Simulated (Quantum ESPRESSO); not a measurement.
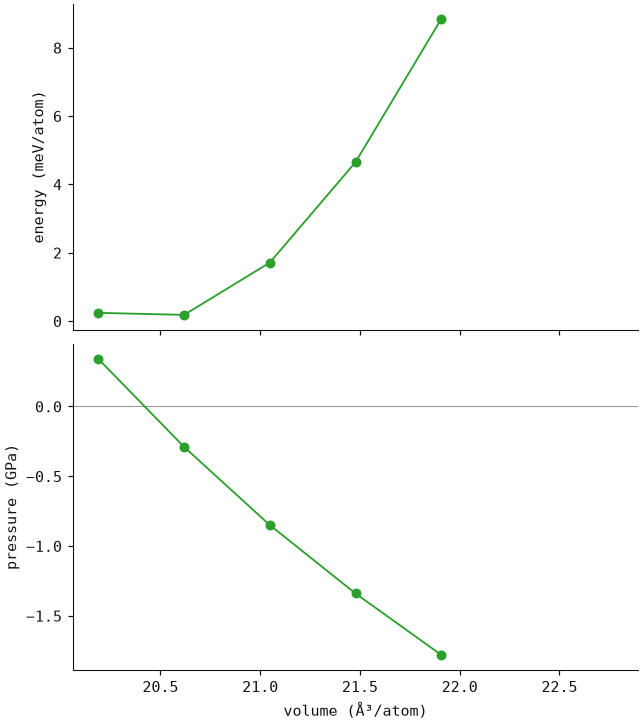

The picture above shows the energy and pressure against volume for NaCl, space group Pm-3m (No. 221).

Cell as given: a = 3.502 Å, b = 3.502 Å, c = 3.502 Å, α = 90.00°, β = 90.00°, γ = 90.00°; 2 atoms.

Computed with Quantum ESPRESSO 7.5: plane-wave DFT, no spin polarisation; energies at scaled volumes of the given cell, shape and fractions fixed, counted from the fit's minimum, third-order Birch-Murnaghan fit. Level: PBE with D3(BJ).

k mesh 8×8×8; occupations Fermi–Dirac; smearing width 0.05 eV; potentials PseudoDojo 0.4.1 SR PBE standard; wave cutoff 1197 eV; density cutoff 4789 eV.

The points at volume 22.34 Å³/atom and 22.77 Å³/atom are left out of the plot. What values does the calculation give there?

```
volume (Å³/atom)  energy (meV/atom)  pressure (GPa)
           22.34              14.22           -2.18
           22.77              20.53           -2.52
```
